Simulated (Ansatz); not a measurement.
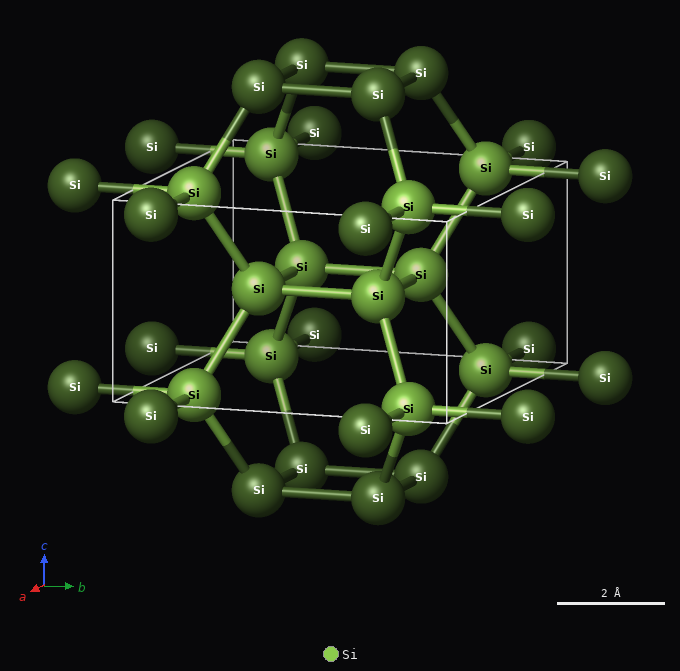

Figure 1. The structure as given in the input (ball-and-stick view of the cell 2 times as large as that of the calculation, set on its symmetry axes, seen slightly off an axis; neighbours outside the cell are drawn fainter). An atom can appear more than once, as a periodic image. Near neighbours in the periodic cell (some may lie outside the picture): Si has 4 Si at 2.34 to 2.38 Å.

**Si: geometry relaxation**

The run: geometry relaxation of Si (4 atoms in the cell). Method and program: DFT PBE, scalar-relativistic, plane waves, PAW, PAW set soft_1, no spin polarisation (Ansatz 0.2.0).

The structure derives from a Materials Project entry.

### Log
```
Engine: ansatz 0.2.0, aarch64-unknown-linux-gnu
Pseudopotentials: kind: paw
Pseudopotential: Si, paw, valence charge 4, recommended cutoff 420 eV (normal), [file]
Functional definition: PBE
  parameter kappa = 0.804
  parameter beta = 0.06672455060314922
  exchange = pbe_x(kappa = kappa, mu = beta*pi^2/3)
  correlation = pbe_c(beta = beta)
Crystal: 4 atoms, lattice volume = 85.035 Å³
Basis set: ecut = 420 eV, 1655 PW (Γ), exchange–correlation on 72×72×72 points (8 copies of the dense FFT grid, shifted against one another)
Bands: 12, of which v1, the nominal top of the filled ones, is band 8 counted from 1 (7 counted from 0)
Symmetry: 16 space group operations
Space group: I4/mmm (ITA 139), of the structure as read, at distance tolerance 4.4e-5 Å
k-points: 102 of 1000
Non-local potential: Si, projectors of the file, l = 0: 2, l = 1: 2, l = 2: 1
PAW form: soft (Blöchl's): semilocal exchange-correlation on the pseudo side does not see the compensation charge
PAW one-centre angular grid: Si, 110 points (default); XC on 64 Gauss nodes
Initial density: superposition of atomic densities (chi_scale 0.1, normalization cell)
Initial wavefunctions: pseudopotential atomic-orbital guess
Functional: x = pbe(κ = 0.804, μ = 0.2195149727645171), c = pbe(β = 0.06672455060314922)
SCF iter   1: F=—  HF=-2543.264838 eV  |F-HF|=—  |Δ(HF+E_count)|=         —  Δρ=4.50e-2  dr2=1.73e0  ethr=3.10e-3  ⟨swp⟩=7.6  Hψ=9961  notcnv=0
preconditioner: auto → none  [insulator: Δε(μ)=0.683 eV  Ē_g=7.908 eV  σ=0.010 eV  W_gap=1.00  n_scr=16 (ndim 8)  ℏωp=16.1 eV  f_vac=0.000  D(μ)=0.00/eV (n_scr^D=0)  ε∞_Penn≈5.1]
SCF iter   2: F=—  HF=-2542.884580 eV  |F-HF|=—  |Δ(HF+E_count)|=   3.80e-1  Δρ=1.95e-2  dr2=2.63e-1  ethr=3.10e-3  ⟨swp⟩=3.1  Hψ=3231  notcnv=0
SCF iter   3: F=—  HF=-2542.842525 eV  |F-HF|=—  |Δ(HF+E_count)|=   4.21e-2  Δρ=3.34e-3  dr2=1.63e-2  ethr=1.64e-3  ⟨swp⟩=3.0  Hψ=2218  notcnv=0
SCF iter   4: F=—  HF=-2542.838198 eV  |F-HF|=—  |Δ(HF+E_count)|=   4.33e-3  Δρ=7.24e-4  dr2=3.76e-4  ethr=1.02e-4  ⟨swp⟩=2.3  Hψ=2286  notcnv=0
SCF iter   5: F=—  HF=-2542.838268 eV  |F-HF|=—  |Δ(HF+E_count)|=   7.03e-5  Δρ=8.52e-5  dr2=3.82e-6  ethr=2.35e-6  ⟨swp⟩=2.1  Hψ=2312  notcnv=0
SCF iter   6: F=—  HF=-2542.838294 eV  |F-HF|=—  |Δ(HF+E_count)|=   2.53e-5  Δρ=9.89e-6  dr2=6.65e-8  ethr=6.25e-10  ⟨swp⟩=5.1  Hψ=7600  notcnv=0
SCF iter   7: F=-2542.838294 eV  HF=-2542.838294 eV  |F-HF|=1.71e-9  |Δ(HF+E_count)|=   1.26e-7  Δρ=1.26e-6  dr2=1.32e-9  ethr=4.15e-10  ⟨swp⟩=2.5  Hψ=4544  notcnv=0
SCF 1 converged in 7 iterations: F = -2542.838294 eV  dr2 = 1.32e-9
  greatest PAW one-centre occupation: 0.627 electrons in one spin orbital (limit 2), on the Si atom at site 3 (counted from 0), in its partial waves of l = 0
relax step   1: F+E_penalty+E_count = -2542.83829393 eV  Δ(F+E_penalty+E_count) = +0.000e0 eV  max|allowed force component| = 5.968e-3 eV/Å  Δτ_max = 0.0000 Å  P = +1.353 GPa  Ω = 85.035 Å³  (7 SCF iters, dr2 threshold 1.00e-7 eV, accepted)
Crystal: 4 atoms, lattice volume = 86.099 Å³
Basis set: ecut = 420 eV, 1695 PW (Γ), exchange–correlation on 72×72×72 points (8 copies of the dense FFT grid, shifted against one another)
Initial density: handed on by an earlier stage of this run
Initial wavefunctions: those handed on with the density
iter 1 solved again at ethr=3.74e-6 eV; its pass at ethr=3.10e-3 eV (dr2=5.99e-4 eV) is discarded
SCF iter   1: F=—  HF=-2542.843876 eV  |F-HF|=—  |Δ(HF+E_count)|=         —  Δρ=7.16e-4  dr2=6.60e-4  ethr=3.74e-6  ⟨swp⟩=2.3  Hψ=10487  notcnv=0
preconditioner: auto → none  [insulator: Δε(μ)=0.391 eV  Ē_g=7.702 eV  σ=0.010 eV  W_gap=1.00  n_scr=16 (ndim 8)  ℏωp=16.0 eV  f_vac=0.000  D(μ)=0.00/eV (n_scr^D=0)  ε∞_Penn≈5.3]
SCF iter   2: F=—  HF=-2542.843712 eV  |F-HF|=—  |Δ(HF+E_count)|=   1.64e-4  Δρ=2.87e-4  dr2=8.72e-5  ethr=3.74e-6  ⟨swp⟩=2.1  Hψ=1948  notcnv=0
SCF iter   3: F=—  HF=-2542.843726 eV  |F-HF|=—  |Δ(HF+E_count)|=   1.41e-5  Δρ=5.77e-5  dr2=5.80e-6  ethr=5.45e-7  ⟨swp⟩=2.2  Hψ=2058  notcnv=0
SCF iter   4: F=-2542.843725 eV  HF=-2542.843725 eV  |F-HF|=1.67e-7  |Δ(HF+E_count)|=   8.19e-7  Δρ=1.85e-5  dr2=2.42e-7  ethr=2.50e-9  ⟨swp⟩=4.8  Hψ=7141  notcnv=0
SCF 2 converged in 4 iterations: F = -2542.843725 eV  dr2 = 2.42e-7
  greatest PAW one-centre occupation: 0.626 electrons in one spin orbital (limit 2), on the Si atom at site 3 (counted from 0), in its partial waves of l = 0
relax step   2: F+E_penalty+E_count = -2542.84372543 eV  Δ(F+E_penalty+E_count) = -5.431e-3 eV  max|allowed force component| = 2.405e-3 eV/Å  Δτ_max = 0.0022 Å  P = +0.319 GPa  Ω = 86.099 Å³  energy of the carried Pulay correction = -1.775e-5 eV  (4 SCF iters, dr2 threshold 4.00e-7 eV, accepted)
Crystal: 4 atoms, lattice volume = 86.431 Å³
iter 1 solved again at ethr=4.37e-7 eV; its pass at ethr=3.10e-3 eV (dr2=7.00e-5 eV) is discarded
SCF iter   1: F=—  HF=-2542.844065 eV  |F-HF|=—  |Δ(HF+E_count)|=         —  Δρ=2.59e-4  dr2=8.34e-5  ethr=4.37e-7  ⟨swp⟩=2.3  Hψ=10204  notcnv=0
preconditioner: auto → none  [insulator: Δε(μ)=0.407 eV  Ē_g=7.690 eV  σ=0.010 eV  W_gap=1.00  n_scr=16 (ndim 8)  ℏωp=16.0 eV  f_vac=0.000  D(μ)=0.00/eV (n_scr^D=0)  ε∞_Penn≈5.3]
SCF iter   2: F=—  HF=-2542.844070 eV  |F-HF|=—  |Δ(HF+E_count)|=   5.25e-6  Δρ=1.01e-4  dr2=1.08e-5  ethr=4.37e-7  ⟨swp⟩=2.0  Hψ=2027  notcnv=0
SCF iter   3: F=-2542.844068 eV  HF=-2542.844068 eV  |F-HF|=4.98e-8  |Δ(HF+E_count)|=   1.42e-6  Δρ=1.50e-5  dr2=2.05e-7  ethr=2.50e-9  ⟨swp⟩=3.9  Hψ=6276  notcnv=0
SCF 3 converged in 3 iterations: F = -2542.844068 eV  dr2 = 2.05e-7
relax step   3: F+E_penalty+E_count = -2542.84406841 eV  Δ(F+E_penalty+E_count) = -3.430e-4 eV  max|allowed force component| = 5.948e-3 eV/Å  Δτ_max = 0.0010 Å  P = -0.015 GPa  Ω = 86.431 Å³  energy of the carried Pulay correction = -2.325e-5 eV  (3 SCF iters, dr2 threshold 4.00e-7 eV, accepted)
Crystal: 4 atoms, lattice volume = 86.428 Å³
iter 1 solved again at ethr=1.43e-8 eV; its pass at ethr=3.10e-3 eV (dr2=2.28e-6 eV) is discarded
SCF iter   1: F=—  HF=-2542.844065 eV  |F-HF|=—  |Δ(HF+E_count)|=         —  Δρ=5.85e-5  dr2=3.34e-6  ethr=1.43e-8  ⟨swp⟩=2.4  Hψ=10073  notcnv=0
preconditioner: auto → none  [insulator: Δε(μ)=0.408 eV  Ē_g=7.691 eV  σ=0.010 eV  W_gap=1.00  n_scr=16 (ndim 8)  ℏωp=16.0 eV  f_vac=0.000  D(μ)=0.00/eV (n_scr^D=0)  ε∞_Penn≈5.3]
SCF iter   2: F=—  HF=-2542.844092 eV  |F-HF|=—  |Δ(HF+E_count)|=   2.70e-5  Δρ=2.45e-5  dr2=4.33e-7  ethr=1.43e-8  ⟨swp⟩=2.7  Hψ=2105  notcnv=0
SCF iter   3: F=—  HF=-2542.844092 eV  |F-HF|=—  |Δ(HF+E_count)|=   2.80e-8  Δρ=5.11e-6  dr2=2.87e-8  ethr=2.71e-9  ⟨swp⟩=2.4  Hψ=2050  notcnv=0
SCF iter   4: F=-2542.844092 eV  HF=-2542.844092 eV  |F-HF|=8.50e-10  |Δ(HF+E_count)|=   2.84e-9  Δρ=1.77e-6  dr2=2.11e-9  ethr=7.96e-11  ⟨swp⟩=5.4  Hψ=5103  notcnv=0
SCF 4 converged in 4 iterations: F = -2542.844092 eV  dr2 = 2.11e-9
relax step   4: F+E_penalty+E_count = -2542.84409249 eV  Δ(F+E_penalty+E_count) = -2.408e-5 eV  max|allowed force component| = 1.059e-4 eV/Å  Δτ_max = 0.0007 Å  P = -0.003 GPa  Ω = 86.428 Å³  energy of the carried Pulay correction = -2.321e-5 eV  (4 SCF iters, dr2 threshold 1.27e-8 eV, accepted)
Initial wavefunctions: pseudopotential atomic-orbital guess (no wavefunctions were taken with the density)
iter 1 solved again at ethr=1.96e-7 eV; its pass at ethr=3.10e-3 eV (dr2=3.13e-5 eV) is discarded
SCF iter   1: F=—  HF=-2542.844085 eV  |F-HF|=—  |Δ(HF+E_count)|=         —  Δρ=4.08e-6  dr2=2.78e-9  ethr=1.96e-7  ⟨swp⟩=3.1  Hψ=13848  notcnv=0
eigensolver tolerance schedule: the retry pair's looser diagonalisation over-reported the residual by 11291.89 of it (diagonalisation noise at 2.49 of the residual, at the tolerance the schedule requests for it); recorded, not acted on — ethr = c·dr2/N_el stays at c = 1.0e-1
SCF iter   2: F=—  HF=-2542.844114 eV  |F-HF|=—  |Δ(HF+E_count)|=   2.81e-5  Δρ=1.96e-6  dr2=5.58e-10  ethr=1.74e-11  ⟨swp⟩=3.2  Hψ=2881  notcnv=0
SCF iter   3: F=—  HF=-2542.844114 eV  |F-HF|=—  |Δ(HF+E_count)|=   3.55e-8  Δρ=3.96e-7  dr2=4.38e-11  ethr=3.49e-12  ⟨swp⟩=2.0  Hψ=2015  notcnv=0
SCF iter   4: F=-2542.844114 eV  HF=-2542.844114 eV  |F-HF|=1.73e-11  |Δ(HF+E_count)|=   1.29e-9  Δρ=9.08e-8  dr2=6.53e-12  ethr=1.00e-12  ⟨swp⟩=5.0  Hψ=4406  notcnv=0
SCF 5 converged in 4 iterations: F = -2542.844114 eV  dr2 = 6.53e-12
relax step   5: F+E_penalty+E_count = -2542.84411360 eV  Δ(F+E_penalty+E_count) = -2.112e-5 eV  max|allowed force component| = 1.108e-4 eV/Å  Δτ_max = 0.0000 Å  P = -0.004 GPa  Ω = 86.428 Å³  stress off target by 6.21e-3 GPa  SCF on the basis re-selected at this cell (its energy is not comparable with the rows above)  (4 SCF iters)
```

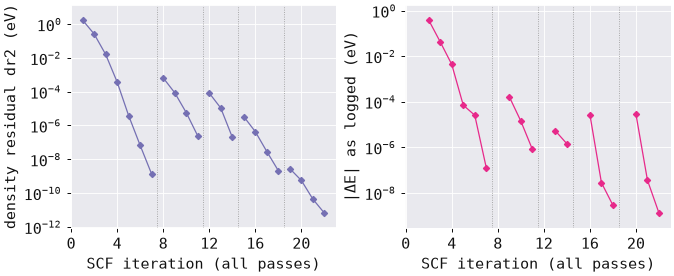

Figure 2. Convergence of the self-consistent field: density residual dr2 and size of the energy change against the SCF iteration. The dotted lines part the SCF passes of the relaxation: geometry steps, rejected trials and re-solves on a re-selected basis. The 5 passes take 3 to 7 iterations each, 22 in all.

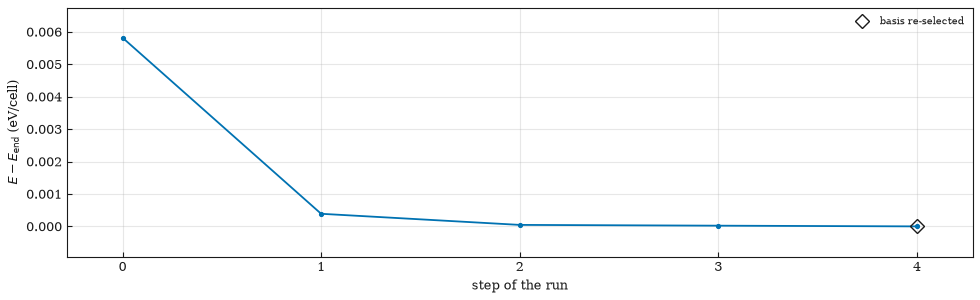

Figure 3. Progress of the relaxation, step by step (the first geometry is step 0 here and step 1 in the log).

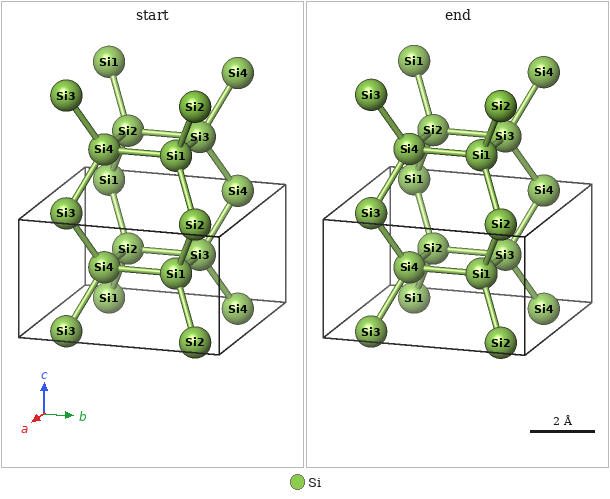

Figure 4. Before (left) and after (right) the relaxation, at one scale (ball-and-stick view of the cell 2 times as large as that of the calculation, set on its symmetry axes, repeated 1 × 1 × 2, seen slightly off an axis). The atoms keep their places relative to the cell (all moves are under 0.005 Å). Cell: a = b 6.651 → 6.691 Å (+0.6 %), c 3.845 → 3.861 Å (+0.4 %). Volume +1.6 %. Distances before and after: Si1–Si2 2.343 → 2.356 Å, Si1–Si3 2.378 → 2.390 Å. The space group stays I4/mmm (No. 139). Over 3 geometry steps the energy falls by 5.8 meV per cell of the calculation. The largest force component goes from 0.006 to 0.00011 eV/Å. Pressure: 1.35 GPa at the start and 0.00 GPa at the end. A last SCF at the same geometry on a re-selected plane-wave basis shifts the energy by next to nothing (0.0 meV per cell of the calculation). (Atoms are counted from 1 in the order of the input.)

```
basis re-selected at this cell: Δ(F+E_penalty+E_count) = -2.112e-5 eV, ΔP = -0.000 GPa vs the last step (what re-selecting the basis moved, of the pressure what is left beyond the Pulay correction that the steps carried, after the strain that the cell walked since its last selection, with what the two solves' SCF thresholds leave and, on support functions, any second-order correction that the steps lacked; it is no measure of the basis error at this ecutwfc). This SCF's stress stands 6.21e-3 GPa from its target on what of the cell is left free (relax.cell.stress_tol is 5.00e-2 GPa) and its largest allowed force component is 1.11e-4 eV/Å (relax.f_tol is 5.00e-3 eV/Å): within both
SCF converged after 4 iterations
Free energy (F): -2542.844114 eV
Harris-Foulkes:  -2542.844114 eV  (|F-HF|=1.73e-11)
Internal energy: -2542.844114 eV  (E = F + TS)
E sigma→0 (E₀):  -2542.844114 eV
Fermi energy:    5.844028 eV
--- Per-component energies (eV) ---
  E_band       = 7.873514
  E_kinetic    = 160.930640
  E_local      = -129.054964  (includes V_loc(G=0)·N_el)
  E_nonlocal   = 90.730530
  E_hartree    = 40.542729
  E_xc         = -224.817294
  E_vxc        = -189.614575  (∫ρ·V_xc dr)
  E_paw        = -2046.086911  (= ΣΔE_a)
  E_vpaw       = -6.203724  (= ΣTr[D̂ρ^β])
  E_aug_tail   = 0.000151  (compensation charges beyond the density's cutoff)
  E_ewald      = -435.088995
  E_smearing   = -0.000000  (= −TS)
  E_closure    = 0.000000  (closes the sum)
  Σ components = -2542.844114   (vs F -2542.844114, Δ=0.00e0)
--- Forces (eV/Å), atoms counted from 1 ---
  atom   1  Si     0.00011080     0.00011080     0.00000000
  atom   2  Si    -0.00011080    -0.00011080    -0.00000000
  atom   3  Si    -0.00011080     0.00011080     0.00000000
  atom   4  Si     0.00011080    -0.00011080    -0.00000000
  max |Σ_I F_I| component: 2.08e-17 eV/Å
--- Stress (GPa, compression-positive) ---
       -0.006210       0.000000       0.000000
        0.000000      -0.006210       0.000000
        0.000000       0.000000       0.001581
  P = ⅓ Tr σ = -0.0036 GPa (-0.036 kbar)
--- Band table (eV; the first three rows and the last of 102) ---
  k-point 0: bands = ["-6.2850", "-2.1371", "0.1155", "0.1155", "1.9499", "4.1984", "4.1984", "5.0997", "7.0969", "7.2102", "7.2102", "7.9771"]
  k-point 1: bands = ["-6.2309", "-2.3639", "0.1311", "0.1576", "2.2284", "4.1353", "4.1859", "4.7584", "6.9409", "7.2694", "7.5998", "7.9060"]
  k-point 2: bands = ["-6.0706", "-2.8975", "0.1841", "0.2781", "2.8592", "3.9903", "4.1179", "4.1536", "6.5623", "7.7410", "7.7490", "7.7925"]
  k-point 101: bands = ["-4.1232", "-4.1232", "-3.4225", "0.7496", "2.7758", "5.4426", "5.6403", "5.6403", "6.0819", "8.6713", "9.0973", "9.6591"]
--- Relaxed structure (4 steps of the walk, 4 accepted, 1 SCFs on fresh bases) ---
  F+E_penalty+E_count = -2542.84411360 eV   max|allowed force component| = 1.108e-4 eV/Å   (the final SCF, on the basis selected at the relaxed cell)
  cell:  # Å, volume = 86.4281 Å³
    - [-3.3455832253299578, 3.3455832253299578, 1.9304179685621725]
    - [3.3455832253299578, -3.3455832253299578, 1.9304179685621725]
    - [3.3455832253299578, 3.3455832253299578, -1.9304179685621725]
  atoms:
    - { symbol: Si, position: [0.17861050762682248, 0.17861050762682248, 0.35722101525364497] }
    - { symbol: Si, position: [0.8213894923731778, 0.8213894923731778, 0.6427789847463552] }
    - { symbol: Si, position: [0.17861050762682246, 0.8213894923731777, 0.0] }
    - { symbol: Si, position: [0.8213894923731777, 0.17861050762682246, 0.0] }
```

### Trajectory as extended XYZ (Å, eV, eV/Å), 5 frames, from step=1 to step=5
```
4
Lattice="-3.3254 3.3254 1.9224 3.3254 -3.3254 1.9224 3.3254 3.3254 -1.9224" Properties=species:S:1:pos:R:3:forces:R:3 step=1 energy=-2542.83829 pressure_GPa=1.35
Si    1.1892    1.1892    0.0000   -0.0060  -0.0060   0.0000
Si    2.1363    2.1363    1.9224    0.0060   0.0060   0.0000
Si    2.1363   -2.1363    1.9224    0.0060  -0.0060   0.0000
Si   -2.1363    2.1363    1.9224   -0.0060   0.0060   0.0000
4
Lattice="-3.3427 3.3427 1.9264 3.3427 -3.3427 1.9264 3.3427 3.3427 -1.9264" Properties=species:S:1:pos:R:3:forces:R:3 step=2 energy=-2542.84373 pressure_GPa=0.32
Si    1.1938    1.1938    0.0000    0.0024   0.0024   0.0000
Si    2.1489    2.1489    1.9264   -0.0024  -0.0024   0.0000
Si    2.1489   -2.1489    1.9264   -0.0024   0.0024   0.0000
Si   -2.1489    2.1489    1.9264    0.0024  -0.0024   0.0000
4
Lattice="-3.3446 3.3446 1.9317 3.3446 -3.3446 1.9317 3.3446 3.3446 -1.9317" Properties=species:S:1:pos:R:3:forces:R:3 step=3 energy=-2542.84407 pressure_GPa=-0.02
Si    1.1952    1.1952    0.0000   -0.0059  -0.0059   0.0000
Si    2.1493    2.1493    1.9317    0.0059   0.0059   0.0000
Si    2.1493   -2.1493    1.9317    0.0059  -0.0059   0.0000
Si   -2.1493    2.1493    1.9317   -0.0059   0.0059   0.0000
4
Lattice="-3.3456 3.3456 1.9304 3.3456 -3.3456 1.9304 3.3456 3.3456 -1.9304" Properties=species:S:1:pos:R:3:forces:R:3 step=4 energy=-2542.84409 pressure_GPa=-0.00
Si    1.1951    1.1951    0.0000    0.0001   0.0001   0.0000
Si    2.1505    2.1505    1.9304   -0.0001  -0.0001   0.0000
Si    2.1505   -2.1505    1.9304   -0.0001   0.0001   0.0000
Si   -2.1505    2.1505    1.9304    0.0001  -0.0001   0.0000
4
Lattice="-3.3456 3.3456 1.9304 3.3456 -3.3456 1.9304 3.3456 3.3456 -1.9304" Properties=species:S:1:pos:R:3:forces:R:3 step=5 energy=-2542.84411 pressure_GPa=-0.00
Si    1.1951    1.1951    0.0000    0.0001   0.0001   0.0000
Si    2.1505    2.1505    1.9304   -0.0001  -0.0001   0.0000
Si    2.1505   -2.1505    1.9304   -0.0001   0.0001   0.0000
Si   -2.1505    2.1505    1.9304    0.0001  -0.0001   0.0000
```

This output came from the following input.

### The input
```yaml
crystal:
  lattice:
    - [-3.32544429, 3.32544429, 1.92238566]
    - [3.32544429, -3.32544429, 1.92238566]
    - [3.32544429, 3.32544429, -1.92238566]
  atoms:
    - { symbol: Si, position: [0.17880106, 0.17880106, 0.35760212] }
    - { symbol: Si, position: [0.82119894, 0.82119894, 0.64239788] }
    - { symbol: Si, position: [0.17880106, 0.82119894, 0.0] }
    - { symbol: Si, position: [0.82119894, 0.17880106, 0.0] }
basis:
  ecutwfc: 420
kpoints:
  mp_grid: { grid: [10, 10, 10] }
hamiltonian:
  xc: pbe
  pseudopotentials: { kind: paw, azcp: { folder: soft_1 } }
scf:
  occupations: { method: gaussian, width: 0.01 }
output:
  forces: true
  stress: true
  eigenvalues: true
relax:
  adjacent_minimum: "off"
  f_tol: 0.005
  max_steps: 80
  cell: { stress_tol: 0.05 }
```

Run as:
```bash
ansatz run input.yaml --threads 2 --pin off --max-ram 4096MiB --backend cpu --events-out ev --progress --plain --runs-dir out
```

### Key numbers

| quantity | value |
| --- | --- |
| outcome | converged |
| space group (tolerance 0.01 Å) | I4/mmm (139) |
| electrons treated | 16 |
| free energy | −2542.8441 eV |
| Fermi energy | 5.844 eV |
| gap on the k-point mesh | 0.41 eV |
| pressure | 0.00 GPa |
| final volume | 86.43 Å³ |
| largest force (length of the vector) at the end | under 0.001 eV/Å |
| final cell | a = 5.110 Å, b = 5.110 Å, c = 5.110 Å, α = 98.20°, β = 98.20°, γ = 135.61° |
| hardware | 2 threads of Arm Neoverse N1, 98 GiB of memory available, shared host |
| wall time | 30 s (CPU time 58 s) |
| peak memory | 0.39 GiB |
